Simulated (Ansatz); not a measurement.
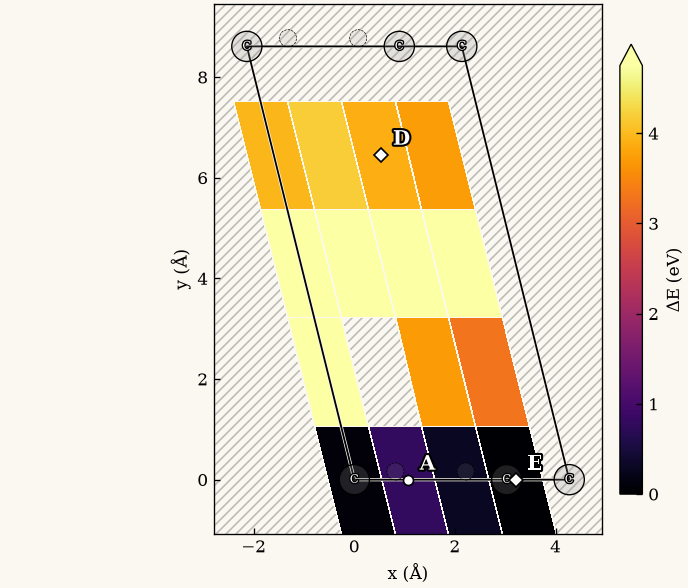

O on a C(111) slab cut from the P6/mmm phase, its upper half relaxed before the scan (20 atoms of substrate and one adsorbate in a 2 × 1 cell). 
- O is moved over the surface cell; relaxed at each place: the height of the adsorbate's atoms; substrate rigid; the origin of the map has the adsorbate above C17.
- Places are given modulo a cell vector. The map is drawn in real space over the plane of the surface.
- The grid has 4 × 4 points. At 1 point there is no value.
- Places are given in fractions of the 1 × 1 surface cell.
- Energies: eV, counted from the lowest grid point.
- At some places the adsorbate sinks to or below the level of the top layer.
- These are results of DFT PBE, scalar-relativistic, plane waves, PAW in Ansatz, not measurements. Settings: cutoff 420 eV, k-mesh 4×3×1, gaussian smearing 0.1 eV, no spin polarisation.

The picture shows one coloured cell a grid point, labelled circles for the atoms of the top layer and small ones for the second layer, the outline of one cell of the plane, one colour for all values above the top of the scale, hatched blanks where no value was computed, lettered points.

### Is A the lowest point of the computed grid?

No. A lies 0.78 eV above the lowest grid point, which is at (3/4, 0/4) of the cell vectors [nearest 1 C at 1.37 Å].

### Rank the lettered points by energy, lowest first.

E (0.00 eV), A (0.78 eV), D (3.89 eV).

PAW datasets: the set soft_1.
